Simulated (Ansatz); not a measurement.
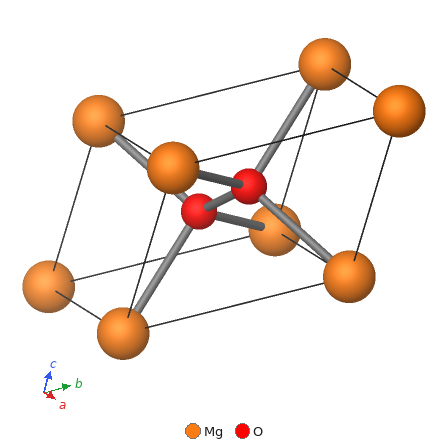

System: MgO₂, space group R-3m (No. 166). The picture shows the cell.

The given structure:
```yaml
crystal:
  lattice:
    - [1.60476, 0.92651, 3.49398]
    - [-1.60476, 0.92651, 3.49398]
    - [0.00000, -1.85302, 3.49398]
  atoms:
    - { symbol: Mg, position: [0.00000, 0.00000, 0.00000] }
    - { symbol: O, position: [0.42879, 0.42879, 0.42879] }
    - { symbol: O, position: [0.57121, 0.57121, 0.57121] }
```

Calculation (Ansatz 0.2.0): biaxial strain in the xy plane and strain along z of a crystal, fractional coordinates fixed, by plane-wave density functional theory with PAW datasets, free energies less that of the undisturbed cell, pressure positive in compression. Level: r2SCAN, no spin polarisation.

wave cutoff 500 eV; k mesh 12×12×12; occupations Gaussian; smearing width 0.05 eV; k shift (0, 0, 0) (mesh steps); start as given.

Describe the result: the map of the energy change and pressure over strain zz and strain xx = yy. The grid: strain zz −0.08, −0.04, 0, 0.04, 0.08 ; strain xx = yy −0.08, −0.04, 0, 0.04, 0.08.

At the origin the energy is lower than all eight neighbouring grid points, so a minimum lies at or close to the given structure. The energy change is least, 0 meV/atom, at strain zz of 0 and strain xx = yy of 0, and largest, 269 meV/atom, at strain zz of 0.08 and strain xx = yy of 0.08. The pressure is least, −22.56 GPa, at strain zz of 0.08 and strain xx = yy of 0.08, and largest, 47.38 GPa, at strain zz of −0.08 and strain xx = yy of −0.08.

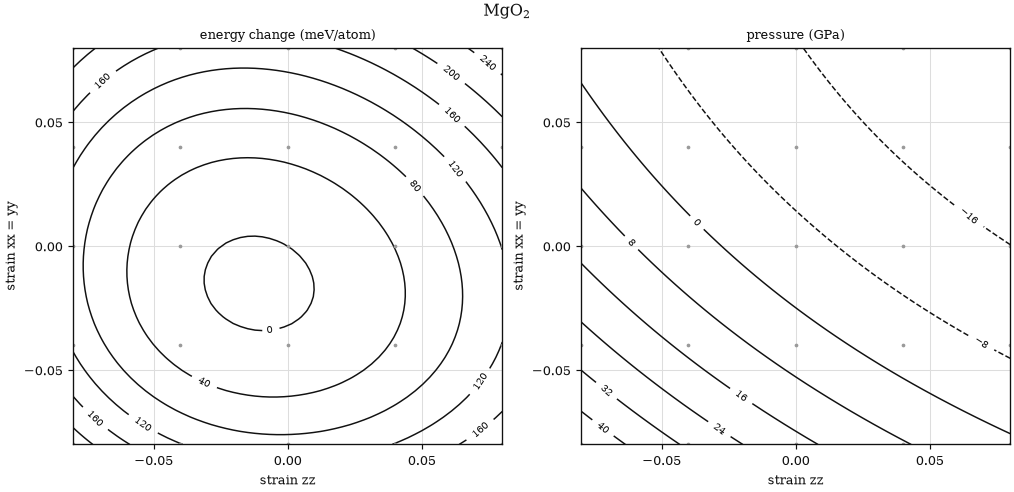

Keep in mind: reference crystal is not relaxed.
